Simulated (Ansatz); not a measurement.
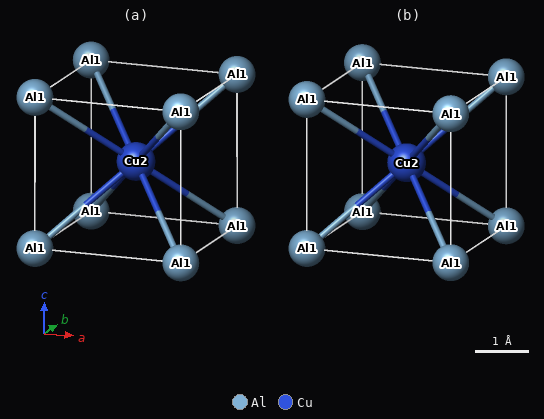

The structure of solid AlCu (set up in Pm-3m) before (left) and after (right) a relaxation, at one scale.

Style: ball-and-stick. Shown: the cell of the calculation, slightly off an axis.

All numbers below come from DFT PBEsol, scalar-relativistic, plane waves, PAW (Ansatz).

Input file:
```yaml
crystal:
  lattice:
    - [2.997509, 0.0, 0.0]
    - [0.0, 2.997509, 0.0]
    - [0.0, 0.0, 2.997509]
  atoms:
    - { symbol: Al, position: [0.0, 0.0, 0.0] }
    - { symbol: Cu, position: [0.5, 0.5, 0.5] }
basis:
  ecutwfc: 420
kpoints:
  mp_grid: { grid: [14, 14, 14] }
hamiltonian:
  xc: pbesol
scf:
  occupations: { method: gaussian, width: 0.1 }
output:
  forces: true
  stress: true
  eigenvalues: true
  write_density: true
  write_potential: true
  elf: true
  volumetric_format: npy
relax:
  adjacent_minimum: "off"
  f_tol: 0.005
  max_steps: 80
  cell: { stress_tol: 0.05 }
```

Command:
```bash
ansatz run input.yaml --threads 1 --pin off --max-ram 2560MiB --backend cpu --events-out ev --progress --plain --runs-dir out
```

Question: Describe what moved and what it gained.

Answer: The atoms keep their places relative to the cell (all moves are under 0.005 Å). The drawn cell changes as follows: a = b = c 2.998 → 2.956 Å (−1.4 %); the volume changes by −4.1 %. Near-neighbour distances that change, for instance: Al1–Cu2 2.596 → 2.560 Å. The space group stays Pm-3m (No. 221). Over 3 accepted moves (4 points after the start) the energy falls by 8.7 meV per atom. All forces vanish by symmetry, so only the cell relaxes. Pressure: −4.85 GPa at the start and 0.00 GPa at the end. The SCF was repeated once at an unchanged geometry on a basis and grid sized afresh for the cell, which shifted the energy by 0.2 meV per atom at most.
